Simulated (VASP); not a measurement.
**Geometry relaxation of WSi$_{2}$ (part 2 of 2)**

The same run, continued: WSi$_{2}$ (I4/mmm, 3 atoms in the cell); Kohn-Sham DFT of a periodic cell, PBE with D3(BJ), VASP PAW PBE potentials, recommended, no spin polarisation (VASP 6.6.1); cutoff 520 eV, 18×18×18 k-mesh, Gaussian smearing of 0.1 eV. The structure derives from an entry of the Crystallography Open Database.

Geometry of the input (Å; fractional positions):
```
-1.5970  1.5970  3.8989
1.5970  -1.5970  3.8989
1.5970  1.5970  -3.8989
Si 0.3341  0.3341  -0.0000
Si 0.6659  0.6659  -0.0000
W  0.0000  0.0000  0.0000
```

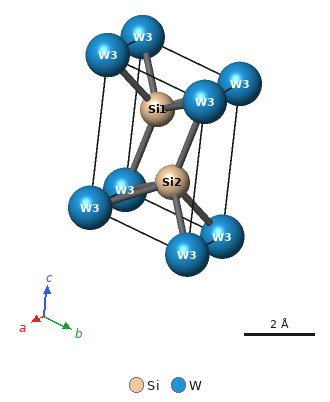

The geometry at step 1 of the log (ball-and-stick view of the reduced cell, seen slightly off an axis; atoms are numbered from 1 in the order of the input).

## Parts of OUTCAR, continued
```
 Free energy of the ion-electron system (eV)
  ---------------------------------------------------
  ext. energy  EPLUGINS =         0.00000000
  ---------------------------------------------------
  free energy    TOTEN  =       -24.78760087 eV

  energy without entropy =      -24.78670893  energy(sigma->0) =      -24.78715490

------------------------ aborting loop because EDIFF is reached ----------------------------------------

 Edisp (eV)   -1.74644

 E8    (eV) :    -0.7886

  FORCE on cell =-STRESS in cart. coord.  units (eV):
  Direction    XX          YY          ZZ          XY          YZ          ZX
  --------------------------------------------------------------------------------------
  -------------------------------------------------------------------------------------
  Total      -0.00097    -0.00097     0.00621     0.00000    -0.00000     0.00000
  in kB      -0.03906    -0.03906     0.25013     0.00000    -0.00000     0.00000
  external pressure =        0.06 kB  Pullay stress =        0.00 kB

 VOLUME and BASIS-vectors are now :
 -----------------------------------------------------------------------------
  energy-cutoff  :      520.00
  volume of cell :       39.77
      direct lattice vectors                 reciprocal lattice vectors
    -1.596954694  1.596954694  3.898853254     0.000000000  0.313095921  0.128242836
     1.596954694 -1.596954694  3.898853254     0.313095921  0.000000000  0.128242836
     1.596954694  1.596954694 -3.898853254     0.313095921  0.313095921  0.000000000

 POSITION                                       TOTAL-FORCE (eV/Angst)
 -----------------------------------------------------------------------------------
      0.00000      0.00000      2.60528        -0.000000     -0.000000      0.000265
      0.00000      0.00000      5.19243         0.000000      0.000000     -0.000265
      0.00000      0.00000      0.00000         0.000000      0.000000     -0.000000
 -----------------------------------------------------------------------------------
    total drift:                               -0.000000      0.000000      0.000000

  FREE ENERGIE OF THE ION-ELECTRON SYSTEM (eV)
  ---------------------------------------------------
  free  energy   TOTEN  =       -26.5340395804 eV

  energy  without entropy=      -26.5331476471  energy(sigma->0) =      -26.53359361

--------------------------------------- Ionic step        2  -------------------------------------------

 number of electron      21.9999999 magnetization

------------------------ aborting loop because EDIFF is reached ----------------------------------------

 Edisp (eV)   -1.74632

 E8    (eV) :    -0.7885

  FORCE on cell =-STRESS in cart. coord.  units (eV):
  Direction    XX          YY          ZZ          XY          YZ          ZX
  --------------------------------------------------------------------------------------
  -------------------------------------------------------------------------------------
  Total      -0.00172    -0.00172    -0.00778     0.00000     0.00000     0.00000
  in kB      -0.06935    -0.06935    -0.31345     0.00000     0.00000     0.00000
  external pressure =       -0.15 kB  Pullay stress =        0.00 kB

 VOLUME and BASIS-vectors are now :
 -----------------------------------------------------------------------------
  energy-cutoff  :      520.00
  volume of cell :       39.78
      direct lattice vectors                 reciprocal lattice vectors
    -1.596929793  1.596929793  3.899242561     0.000000000  0.313100803  0.128230032
     1.596929793 -1.596929793  3.899242561     0.313100803  0.000000000  0.128230032
     1.596929793  1.596929793 -3.899242561     0.313100803  0.313100803  0.000000000

 POSITION                                       TOTAL-FORCE (eV/Angst)
 -----------------------------------------------------------------------------------
      1.59693      1.59693     -1.29369        -0.000000     -0.000000      0.000153
      0.00000      0.00000      5.19294         0.000000      0.000000     -0.000153
      0.00000      0.00000      7.79849        -0.000000     -0.000000      0.000000
 -----------------------------------------------------------------------------------
    total drift:                                0.000000     -0.000000      0.000000

  FREE ENERGIE OF THE ION-ELECTRON SYSTEM (eV)
  ---------------------------------------------------
  free  energy   TOTEN  =       -26.5340393528 eV

  energy  without entropy=      -26.5331467230  energy(sigma->0) =      -26.53359304

--------------------------------------- Ionic step        3  -------------------------------------------

 number of electron      21.9999999 magnetization

 Free energy of the ion-electron system (eV)
  ---------------------------------------------------
  ext. energy  EPLUGINS =         0.00000000
  ---------------------------------------------------
  free energy    TOTEN  =       -24.78765958 eV

  energy without entropy =      -24.78676731  energy(sigma->0) =      -24.78721345

 E-fermi :  12.2084     XC(G=0): -12.6081     alpha+bet :-19.3232

 val. band max:       12.1788278876   @ k =  -0.3889   0.5000   0.3333
 cond. band min:      12.2531367842   @ k =  -0.3889  -0.4444   0.3333
 fundamental gap:      0.0743088966
 Fermi energy:        12.2084424766

 k-point     1 :       0.0000    0.0000    0.0000
  band No.  band energies     occupation
      1     -61.6134      2.00000
      2     -25.8946      2.00000
      3     -25.8593      2.00000
      4     -25.8593      2.00000
      5      -2.0228      2.00000
      6       5.2464      2.00000
      7       8.4526      2.00000
      8       8.8101      2.00000
      9       9.3094      2.00000
     10       9.3094      2.00000
     11      12.8545      0.00000
     12      15.0399      0.00000
     13      15.0537      0.00000
     14      15.3626      0.00000
     15      15.3626      0.00000

 k-point     2 :       0.0556    0.0000   -0.0000
  band No.  band energies     occupation
      1     -61.6131      2.00000
      2     -25.8941      2.00000
      3     -25.8665      2.00000
      4     -25.8587      2.00000
      5      -1.9628      2.00000
      6       5.2536      2.00000
      7       8.2410      2.00000
      8       8.8140      2.00000
      9       9.3497      2.00000
     10       9.4019      2.00000
     11      12.5972      0.00000
     12      14.8717      0.00000
     13      15.1258      0.00000
     14      15.2445      0.00000
     15      15.6570      0.00000

 k-point     3 :       0.1111    0.0000   -0.0000
  band No.  band energies     occupation
      1     -61.6124      2.00000
      2     -25.8926      2.00000
      3     -25.8870      2.00000
      4     -25.8568      2.00000
      5      -1.7841      2.00000
      6       5.2657      2.00000
      7       7.7859      2.00000
      8       8.8026      2.00000
      9       9.4682      2.00000
     10       9.5481      2.00000
     11      12.0557      1.96927
     12      14.3787      0.00000
     13      14.7755      0.00000
     14      15.7416      0.00000
     15      16.2572      0.00000

 k-point     4 :       0.1667    0.0000    0.0000
  band No.  band energies     occupation
      1     -61.6113      2.00000
      2     -25.9185      2.00000
      3     -25.8902      2.00000
      4     -25.8539      2.00000
      5      -1.4907      2.00000
      6       5.2472      2.00000
      7       7.2792      2.00000
      8       8.7183      2.00000
      9       9.6542      2.00000
     10       9.6552      2.00000
     11      11.4807      2.00000
     12      13.8517      0.00000
     13      14.5368      0.00000
     14      16.3542      0.00000
     15      16.7073      0.00000

 k-point     5 :       0.2222    0.0000   -0.0000
  band No.  band energies     occupation
      1     -61.6099      2.00000
      2     -25.9568      2.00000
      3     -25.8873      2.00000
      4     -25.8504      2.00000
      5      -1.0894      2.00000
      6       5.1224      2.00000
      7       6.8535      2.00000
      8       8.4950      2.00000
      9       9.7069      2.00000
     10       9.8716      2.00000
     11      10.9948      2.00000
     12      13.5616      0.00000
     13      14.4510      0.00000
     14      16.7412      0.00000
     15      16.7789      0.00000

 [... the levels of 18 k-points are left out ...]

 k-point    24 :      -0.2222    0.0556   -0.0000
  band No.  band energies     occupation
      1     -61.6097      2.00000
      2     -25.9559      2.00000
      3     -25.8859      2.00000
      4     -25.8573      2.00000
      5      -1.1006      2.00000
      6       5.3945      2.00000
      7       6.7429      2.00000
      8       8.5335      2.00000
      9       9.2908      2.00000
     10      10.0352      2.00000
     11      10.7793      2.00000
     12      13.8761      0.00000
     13      14.5433      0.00000
     14      16.6528      0.00000
     15      16.8105      0.00000

 [... further k-points ...]

------------------------ aborting loop because EDIFF is reached ----------------------------------------

 Edisp (eV)   -1.74638

 E8    (eV) :    -0.7886

  FORCE on cell =-STRESS in cart. coord.  units (eV):
  Direction    XX          YY          ZZ          XY          YZ          ZX
  --------------------------------------------------------------------------------------
  -------------------------------------------------------------------------------------
  Total      -0.00115    -0.00115    -0.00500     0.00000     0.00000    -0.00000
  in kB      -0.04617    -0.04617    -0.20150     0.00000     0.00000    -0.00000
  external pressure =       -0.10 kB  Pullay stress =        0.00 kB

 VOLUME and BASIS-vectors are now :
 -----------------------------------------------------------------------------
  energy-cutoff  :      520.00
  volume of cell :       39.77
      direct lattice vectors                 reciprocal lattice vectors
    -1.596942808  1.596942808  3.899039082     0.000000000  0.313098251  0.128236724
     1.596942808 -1.596942808  3.899039082     0.313098251  0.000000000  0.128236724
     1.596942808  1.596942808 -3.899039082     0.313098251  0.313098251  0.000000000

 POSITION                                       TOTAL-FORCE (eV/Angst)
 -----------------------------------------------------------------------------------
      0.00000      0.00000      2.60541        -0.000000     -0.000000      0.000189
      0.00000      0.00000      5.19267         0.000000      0.000000     -0.000189
      0.00000      0.00000     -0.00000        -0.000000     -0.000000      0.000000
 -----------------------------------------------------------------------------------
    total drift:                               -0.000000      0.000000     -0.000000

  FREE ENERGIE OF THE ION-ELECTRON SYSTEM (eV)
  ---------------------------------------------------
  free  energy   TOTEN  =       -26.5340396077 eV

  energy  without entropy=      -26.5331473388  energy(sigma->0) =      -26.53359347

 reached required accuracy - stopping structural energy minimisation
```

## CONTCAR
```
Si2W
   1.00000000000000
    -1.5969428077963110    1.5969428077963110    3.8990390819781391
     1.5969428077963110   -1.5969428077963110    3.8990390819781391
     1.5969428077963110    1.5969428077963110   -3.8990390819781391
  Si              W
     2     1
Direct
     0.3341087063481704    0.3341087063481704    0.0000000000000000
     0.6658912936518296    0.6658912936518296    0.0000000000000000
     0.0000000000000000    0.0000000000000000    0.0000000000000000

  0.00000000E+00  0.00000000E+00  0.00000000E+00
  0.00000000E+00  0.00000000E+00  0.00000000E+00
  0.00000000E+00  0.00000000E+00  0.00000000E+00
```

## Trajectory as extended XYZ (Å, eV, eV/Å), 3 frames, from step=0 to step=2
```
3
Lattice="-1.5970 1.5970 3.8989 1.5970 -1.5970 3.8989 1.5970 1.5970 -3.8989" Properties=species:S:1:pos:R:3:forces:R:3 step=0 energy=-26.53404
Si    0.0000    0.0000    2.6053    0.0000   0.0000   0.0003
Si    0.0000    0.0000    5.1924    0.0000   0.0000  -0.0003
W     0.0000    0.0000    0.0000    0.0000   0.0000   0.0000
3
Lattice="-1.5969 1.5969 3.8992 1.5969 -1.5969 3.8992 1.5969 1.5969 -3.8992" Properties=species:S:1:pos:R:3:forces:R:3 step=1 energy=-26.53404
Si    1.5969    1.5969   -1.2937    0.0000   0.0000   0.0002
Si    0.0000    0.0000    5.1929    0.0000   0.0000  -0.0002
W     0.0000    0.0000    7.7985    0.0000   0.0000   0.0000
3
Lattice="-1.5969 1.5969 3.8990 1.5969 -1.5969 3.8990 1.5969 1.5969 -3.8990" Properties=species:S:1:pos:R:3:forces:R:3 step=2 energy=-26.53404
Si    0.0000    0.0000    2.6054    0.0000   0.0000   0.0002
Si    0.0000    0.0000    5.1927    0.0000   0.0000  -0.0002
W     0.0000    0.0000    0.0000    0.0000   0.0000   0.0000
```

## Results in brief

- outcome: converged
- space group (tolerance 0.01 Å): I4/mmm (139)
- electrons treated: 22
- free energy: −26.5340 eV
- dispersion energy: −1.7464 eV
- Fermi energy: 12.208 eV
- gap on the k-point mesh: none (metallic)
- pressure: −0.01 GPa
- final volume: 39.77 Å³
- largest force (length of the vector) at the end: under 0.001 eV/Å
- final cell: a = 4.506 Å, b = 4.506 Å, c = 4.506 Å, α = 138.49°, β = 138.49°, γ = 60.16°
- hardware: 1 thread of Intel Xeon @ 2.90GHz (Ice Lake), 64 GiB of memory available, shared host
- wall time: 8.6 min
- peak memory: 0.45 GiB

Spin–orbit coupling is left out, which matters for W.
